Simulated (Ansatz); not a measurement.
System: a (111) slab cut from HfN (Fm-3m), of composition Hf₅N₄ (not the bulk's), ended by Hf planes, 9 atoms in the cell.

```yaml
crystal:
  lattice:
    - [3.18308, 0.00000, 0.00000]
    - [-1.59154, 2.75663, 0.00000]
    - [0.00000, 0.00000, 25.39589]
  atoms:
    - { symbol: Hf, position: [0.33333, 0.66667, 0.29671] }
    - { symbol: N, position: [0.66667, 0.33333, 0.34677] }
    - { symbol: Hf, position: [0.00000, 0.00000, 0.39640] }
    - { symbol: N, position: [0.33333, 0.66667, 0.44875] }
    - { symbol: Hf, position: [0.66667, 0.33333, 0.50000] }
    - { symbol: N, position: [0.00000, 0.00000, 0.55125] }
    - { symbol: Hf, position: [0.33333, 0.66667, 0.60360] }
    - { symbol: N, position: [0.66667, 0.33333, 0.65323] }
    - { symbol: Hf, position: [0.00000, 0.00000, 0.70329] }
```

Level of theory: DFT PBEsol, spin-orbit coupling, plane waves, PAW, 12×12×1 k mesh, Gaussian smearing of 0.1 eV; code Ansatz.

What does the calculation give for the electronic structure? The path is M–Γ–K–M.

A metal: bands cross the Fermi level along this path. The last band that the electron count would fill rises to 0.29 eV above the Fermi level at M, leaving holes there, and the next band dips to 0.30 eV below it between Γ and K, holding electrons: an overlap of 0.59 eV. At M the nearest levels lie 0.49 eV below and 0.29 eV above the Fermi level.

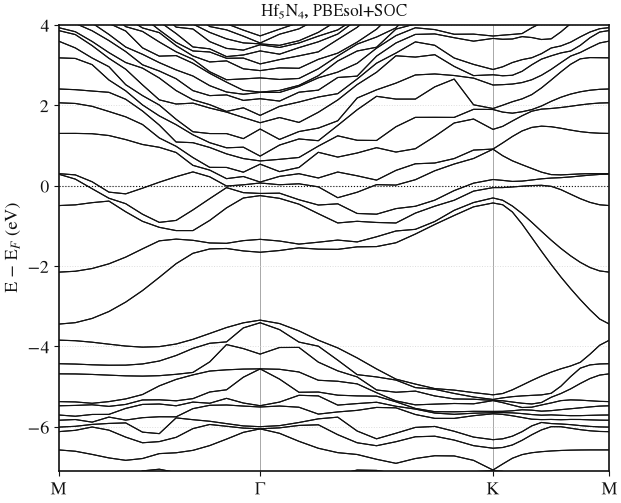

Band structure. Energies are counted from the Fermi level.
